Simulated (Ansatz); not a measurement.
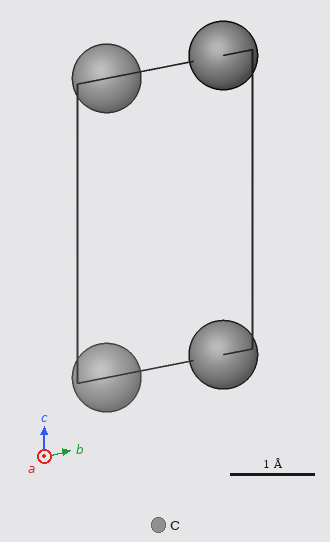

The structure as given in the input (ball-and-stick view of the reduced cell, along the a axis; atoms are numbered from 1 in the order of the input). Near neighbours in the crystal (not all of them lie inside the picture): C has 3 C at 1.42 Å.

## Single-point calculation, with input and output: C

- system: C (C2/m, 2 atoms in the cell)
- method: DFT PBE+D3(BJ), scalar-relativistic, plane waves, PAW, no spin polarisation (Ansatz 0.2.0)

The structure derives from a Materials Project entry. Figures and captions count atoms from 1; the log counts them from 0 in places.

## The program's output
```
Engine: ansatz 0.2.0, x86_64-unknown-linux-gnu
Pseudopotentials: kind: paw
Pseudopotential: C, paw, valence charge 4, recommended cutoff 420 eV (normal), C.paw.azcp
Functional definition: PBE
  parameter kappa = 0.804
  parameter beta = 0.06672455060314922
  exchange = pbe_x(kappa = kappa, mu = beta*pi^2/3)
  correlation = pbe_c(beta = beta)
Crystal: 2 atoms, lattice volume = 18.305 Å³
Basis set: ecut = 420 eV, 359 PW (Γ), exchange–correlation on 36×36×54 points (8 copies of the dense FFT grid, shifted against one another)
Bands: 8, of which v1, the nominal top of the filled ones, is band 4 counted from 1 (3 counted from 0)
Symmetry: 4 space group operations
Space group: C2/m (ITA 12), of the structure as read, at distance tolerance 2.6e-5 Å
k-points: 114 of 384
Non-local potential: C, projectors of the file, l = 0: 2, l = 1: 2, l = 2: 1
PAW form: soft (Blöchl's): semilocal exchange-correlation on the pseudo side does not see the compensation charge
PAW one-centre angular grid: C, 110 points (default); XC on 64 Gauss nodes
Initial density: superposition of atomic densities (neutral atoms: chi_scale 0, normalization atom), corrected by the library's trained network
Initial wavefunctions: pseudopotential atomic-orbital guess
Functional: x = pbe(κ = 0.804, μ = 0.2195149727645171), c = pbe(β = 0.06672455060314922)
SCF iter   1: F=—  HF=-502.166224 eV  |F-HF|=—  |Δ(HF+E_count)|=         —  Δρ=2.61e-3  dr2=1.39e-3  ethr=1.77e-3  ⟨swp⟩=3.9  Hψ=5931  notcnv=0
preconditioner: auto → none  [insulator: Δε(μ)=1.653 eV  Ē_g=18.404 eV  σ=0.100 eV  W_gap=1.00  n_scr=2 (ndim 8)  ℏωp=24.5 eV  f_vac=0.025  D(μ)=0.00/eV (n_scr^D=0)  ε∞_Penn≈2.8]
SCF iter   2: F=—  HF=-502.166399 eV  |F-HF|=—  |Δ(HF+E_count)|=   1.75e-4  Δρ=1.10e-3  dr2=1.42e-4  ethr=1.73e-5  ⟨swp⟩=2.0  Hψ=2146  notcnv=0
SCF iter   3: F=—  HF=-502.166490 eV  |F-HF|=—  |Δ(HF+E_count)|=   9.08e-5  Δρ=2.46e-4  dr2=2.49e-6  ethr=1.78e-6  ⟨swp⟩=2.4  Hψ=1366  notcnv=0
SCF iter   4: F=—  HF=-502.166492 eV  |F-HF|=—  |Δ(HF+E_count)|=   2.45e-6  Δρ=4.49e-5  dr2=1.59e-7  ethr=3.11e-8  ⟨swp⟩=2.1  Hψ=1325  notcnv=0
iter 5 did not close the SCF: its close was put off for the readings that it lacked (scf_convergence_deferred on its scf_iter line)
SCF iter   5: F=-502.166492 eV  HF=-502.166492 eV  |F-HF|=1.39e-9  |Δ(HF+E_count)|=   2.56e-7  Δρ=3.60e-6  dr2=7.63e-10  ethr=1.98e-9  ⟨swp⟩=2.1  Hψ=1338  notcnv=0
SCF iter   6: F=-502.166492 eV  HF=-502.166492 eV  |F-HF|=2.50e-12  |Δ(HF+E_count)|=   1.38e-9  Δρ=3.70e-7  dr2=1.35e-11  ethr=9.54e-12  ⟨swp⟩=1.5  Hψ=2843  notcnv=0
SCF 1 converged in 6 iterations: F = -502.166492 eV  dr2 = 1.35e-11
  greatest PAW one-centre occupation: 0.675 electrons in one spin orbital (limit 2), on the C atom at site 1 (counted from 0), in its partial waves of l = 0
SCF converged after 6 iterations
Free energy (F): -502.166492 eV
Harris-Foulkes:  -502.166492 eV  (|F-HF|=2.50e-12)
Internal energy: -502.166492 eV  (E = F + TS)
E sigma→0 (E₀):  -502.166492 eV
Fermi energy:    6.660386 eV
--- Per-component energies (eV) ---
  E_band       = -20.649403
  E_kinetic    = 182.438043
  E_local      = -330.417682  (includes V_loc(G=0)·N_el)
  E_nonlocal   = 54.759174
  E_hartree    = 102.667952
  E_xc         = -96.171905
  E_vxc        = -119.081834  (∫ρ·V_xc dr)
  E_paw        = -198.750216  (= ΣΔE_a)
  E_vpaw       = -13.682972  (= ΣTr[D̂ρ^β])
  E_aug_tail   = 0.000016  (compensation charges beyond the density's cutoff)
  E_ewald      = -216.394690
  E_disp       = -0.297185  (pairwise vdW)
  E_smearing   = -0.000000  (= −TS)
  E_closure    = -0.000000  (closes the sum)
  Σ components = -502.166492   (vs F -502.166492, Δ=0.00e0)
--- Forces (eV/Å), atoms counted from 1 ---
  atom   1  C      0.00523661    -0.00000000    -0.00365160
  atom   2  C     -0.00523661     0.00000000     0.00365160
  max |Σ_I F_I| component: 4.34e-19 eV/Å
--- Stress (GPa, compression-positive) ---
        4.551930      -0.000000      -0.032792
       -0.000000       4.522220       0.000000
       -0.032792       0.000000      -1.079895
  P = ⅓ Tr σ = 2.6648 GPa (26.648 kbar)
--- Band table (eV; the first three rows and the last of 114) ---
  k-point 0: bands = ["-13.1080", "-0.2616", "3.5779", "3.5815", "10.5133", "15.0327", "15.0347", "18.0866"]
  k-point 1: bands = ["-13.0569", "-0.7087", "3.5754", "3.5785", "11.6242", "15.0255", "15.0258", "18.1196"]
  k-point 2: bands = ["-12.9509", "-1.4810", "3.5711", "3.5731", "14.2288", "15.0081", "15.0117", "18.1965"]
  k-point 113: bands = ["-7.7437", "-6.7329", "0.1674", "4.4664", "8.5241", "14.2383", "18.3333", "18.9065"]
```

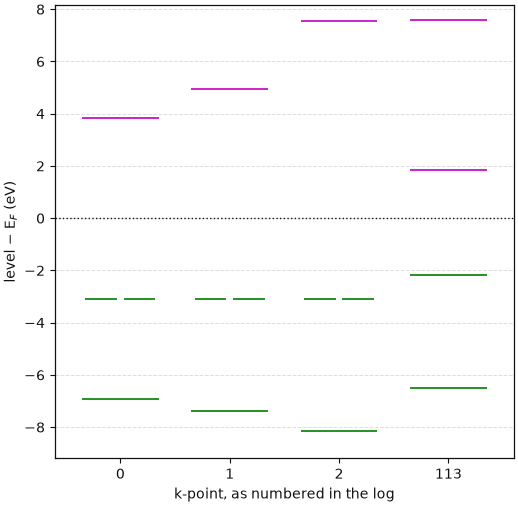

Kohn–Sham levels near the Fermi level (dotted) at the few k-points that the log prints; levels within 0.02 eV of each other stand side by side. Among these points the highest filled and lowest empty levels are 4.06 eV apart; the gap on the full mesh, 1.65 eV, has an edge at a point that isn't printed.

This output came from the following input.

## The input
```yaml
crystal:
  lattice:
    - [2.1273203072, -1.22828244, 0.0]
    - [2.1273203072, 1.22828244, 0.0]
    - [-1.3790696309, 0.0, 3.5028300786]
  atoms:
    - { symbol: C, position: [0.83335553, 0.83335553, 9.304e-05] }
    - { symbol: C, position: [0.16664447, 0.16664447, 0.99990696] }
basis:
  ecutwfc: 420
kpoints:
  mp_grid: { grid: [8, 8, 6] }
hamiltonian:
  xc: pbe
  dispersion: d3bj
scf:
  occupations: { method: gaussian, width: 0.1 }
output:
  forces: true
  stress: true
  eigenvalues: true
```

Command:
```bash
ansatz run input.yaml --threads 4 --pin off --max-ram 8192MiB --backend cpu --events-out ev --progress --plain --runs-dir out
```

## Results in brief

| quantity | value |
| --- | --- |
| outcome | converged |
| space group (tolerance 0.01 Å) | C2/m (12) |
| electrons treated | 8 |
| free energy | −502.1665 eV |
| Fermi energy | 6.660 eV |
| gap on the k-point mesh | 1.65 eV |
| pressure | 2.66 GPa |
| largest force (length of the vector) | 0.006 eV/Å |
| hardware | 4 threads of INTEL XEON PLATINUM @ 2.30GHz (Emerald Rapids), 24 GiB of memory available, shared host |
| peak memory | 0.34 GiB |
